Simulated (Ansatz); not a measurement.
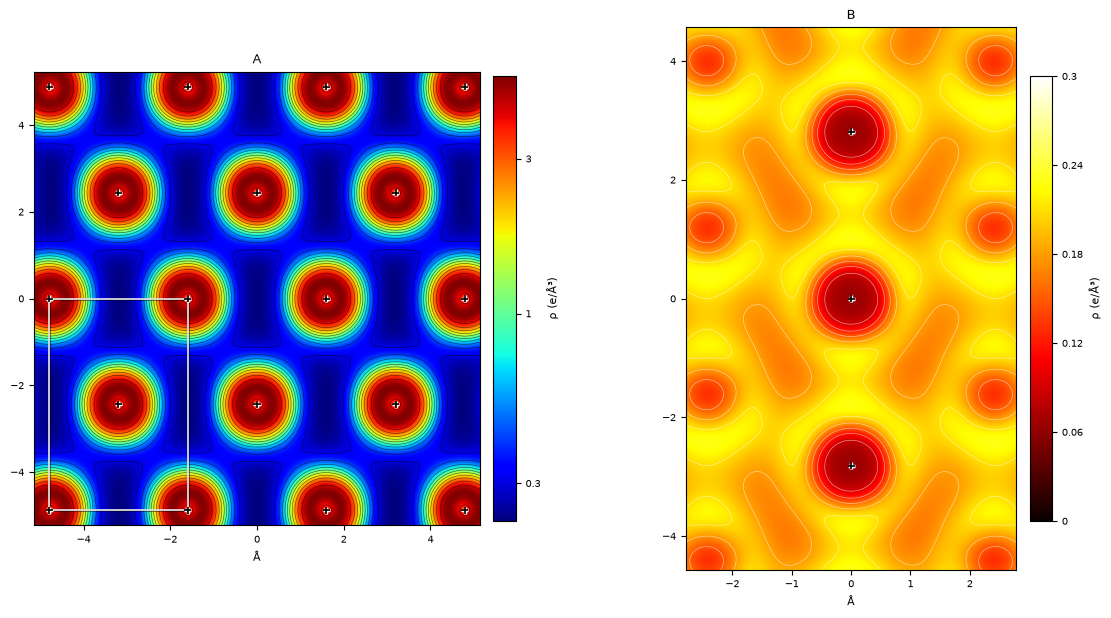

The valence pseudo-density of 2 systems, each on a plane through atoms (crosses mark nuclei in the plane).

Computed with Ansatz, DFT PBEsol, scalar-relativistic, plane waves, PAW.

System 1: Al, the (100) plane of the conventional cell. Space group P2₁/m; a structure from a database of computed crystals, not necessarily the ambient phase; changed on purpose from its base cell (atom 1 (Al) moved by (-0.225, +0.225) A along x and y).

System 2: W, the (110) plane of the conventional cell. Space group I4/mmm; changed on purpose from its base cell (strain +0.080 along x and y, +0.000 along z, atoms carried along); computed pressure about −41 GPa in this cell.

```
W
1.0
     3.45017    0.00000    0.00000
     0.00000    3.45017    0.00000
     0.00000    0.00000    3.19460
W
2
Direct
  0.00000 0.00000 0.00000
  0.50000 0.50000 0.50000
```

Which map belongs to which system?

Answer. Panel A is system 2, W: the plane holds W. W–W (2.92 Å): ρ at the midpoint is about 0.33 e/Å³. Panel B is system 1, Al: the plane holds Al. Al–Al (2.81 Å): ρ is about 0.21 e/Å³ halfway.
